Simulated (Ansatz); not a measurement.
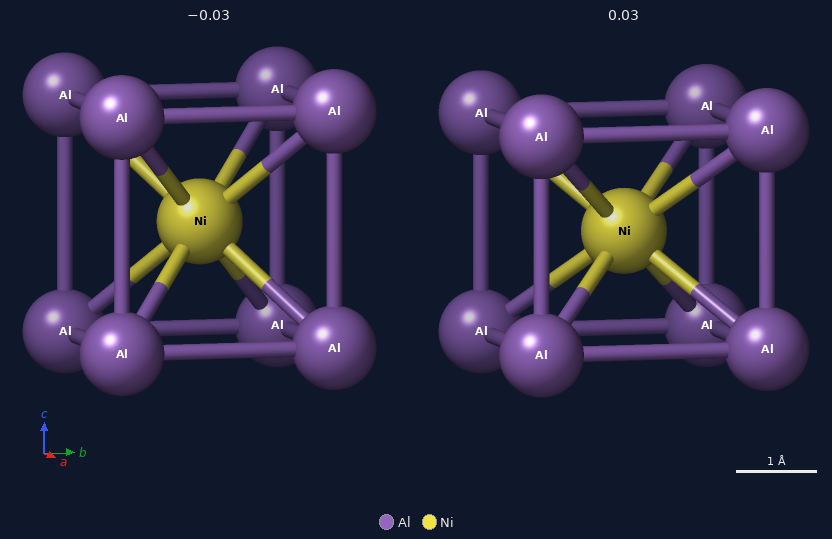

A crystal of AlNi (set up in P4/mmm), under biaxial strain in the a–b plane (c relaxed, atoms fixed by symmetry), with energies (extrapolated to zero smearing) counted from the relaxed crystal, which is the row at zero. The picture shows the first and the last member. Style: ball-and-stick. Shown: the cell of the calculation, slightly off an axis.

Computed with Ansatz 0.2.0: DFT PBEsol, scalar-relativistic, plane waves, PAW. Settings: plane-wave cutoff 420 eV; k-point mesh 18 × 18 × 18; occupations gaussian; smearing width 0.1 eV; no spin polarisation; force threshold 0.008 eV/Å.

```csv
strain,energy (meV/atom),a (Å),c (Å)
−0.03,11.79,2.773,2.998
−0.02,?,?,?
−0.01,1.41,2.830,2.908
0.0,0.00,2.859,2.869
0.01,0.92,2.887,2.830
0.02,4.79,2.916,2.800
0.03,11.68,2.944,2.771
```

Q: Fill in the missing row.

A: A parabola through three neighbouring rows (−0.03, −0.01, 0.0) gives, with Lagrange weights, (0.3333)(11.79) + (1.0000)(1.41) + (−0.3333)(0.00) = 5.34 meV/atom. The calculation gives 5.27 meV/atom (a = 2.801 Å, c = 2.950 Å). The estimate is 0.07 meV/atom too high. From the first member to the last: Ni–Ni 2.998 → 2.771 Å, Al–Al 2.998 → 2.771 Å, Al–Al 2.773 → 2.944 Å.

The whole series:

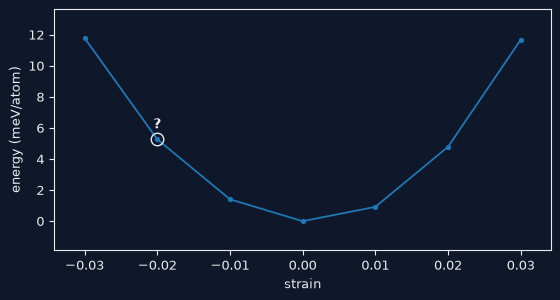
